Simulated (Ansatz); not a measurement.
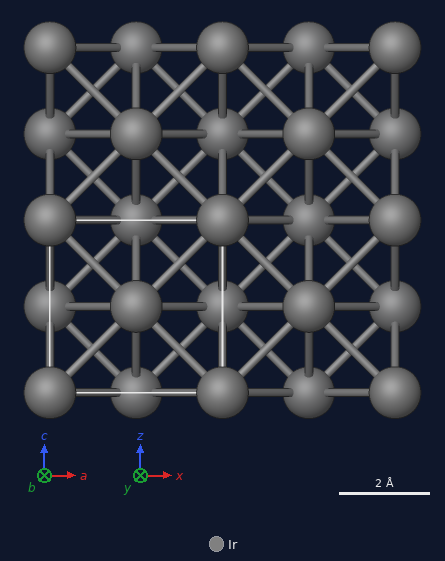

A scan of solid Ir (Fm-3m): the cell is strained equally along x and y and separately along z, with the atoms kept at their fractional coordinates. x, y and z are the Cartesian axes of the input. The picture shows the reference cell. Style: ball-and-stick. Shown: the conventional cell (4 times the calculation's cell), repeated 2 × 2 × 2 with one cell outlined, along the b axis. Lengths and directions refer to the drawn axes.

Method: DFT PBEsol, scalar-relativistic, plane waves, PAW (Ansatz). (plane-wave cutoff 420 eV; k-point mesh 22 × 22 × 22; occupations gaussian; smearing width 0.15 eV; no spin polarisation). Energies (free energies at the smearing named) are counted from the cell as listed in its source, which wasn't relaxed.

The input:
```yaml
crystal:
  lattice:
    - [0.0, 1.9197, 1.9197]
    - [1.9197, 0.0, 1.9197]
    - [1.9197, 1.9197, 0.0]
  atoms:
    - { symbol: Ir, position: [0.0, 0.0, 0.0] }
basis:
  ecutwfc: 420
kpoints:
  mp_grid: { grid: [22, 22, 22] }
hamiltonian:
  xc: pbesol
scf:
  occupations: { method: gaussian, width: 0.15 }
output:
  forces: true
  stress: true
  eigenvalues: true
  write_density: true
  write_potential: true
  elf: true
  volumetric_format: npy
```

Run as
```bash
ansatz run input.yaml --threads 1 --pin off --max-ram 2560MiB --backend cpu --events-out ev --progress --plain --runs-dir out
```

Predict the energy profile on a grid with rows −0.080, −0.040, 0.000, 0.040, 0.080 and columns −0.080, −0.040, 0.000, 0.040, 0.080 (strain along x and y; strain along z).

Answer. Rows: strain along x and y; columns: strain along z; values in meV/atom.

|  | −0.080 | −0.040 | 0.000 | 0.040 | 0.080 |
| --- | --- | --- | --- | --- | --- |
| −0.080 | 1279 | 864 | 614 | 493 | 466 |
| −0.040 | 522 | 254 | 123 | 100 | 157 |
| 0.000 | 192 | 39 | 0 | 49 | 166 |
| 0.040 | 155 | 95 | 126 | 230 | 388 |
| 0.080 | 315 | 331 | 418 | 562 | 749 |

In pairs of (strain along x and y; strain along z): the lowest computed point lies at (0.000, 0.000) (0 meV/atom), the highest at (−0.080, −0.080) (1279 meV/atom). The valley is tilted: raising the in-plane strain is made harder by raising the strain along z (cross term 0.47 of the geometric mean of the two curvatures). Over the ranges scanned the energy rises more along the first axis, the in-plane strain. The pressure runs from −49.7 GPa at (0.080, 0.080) to 171.2 GPa at (−0.080, −0.080).

As a map, interpolated between the computed points (dots):

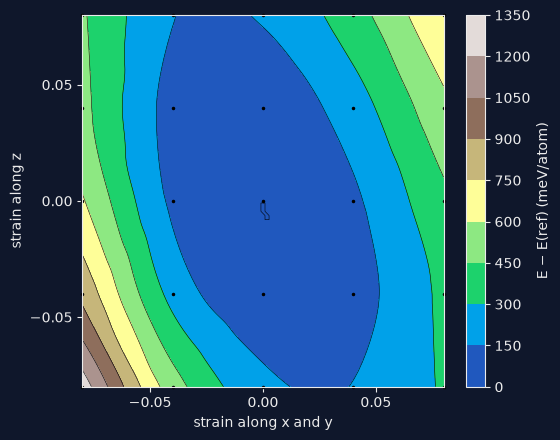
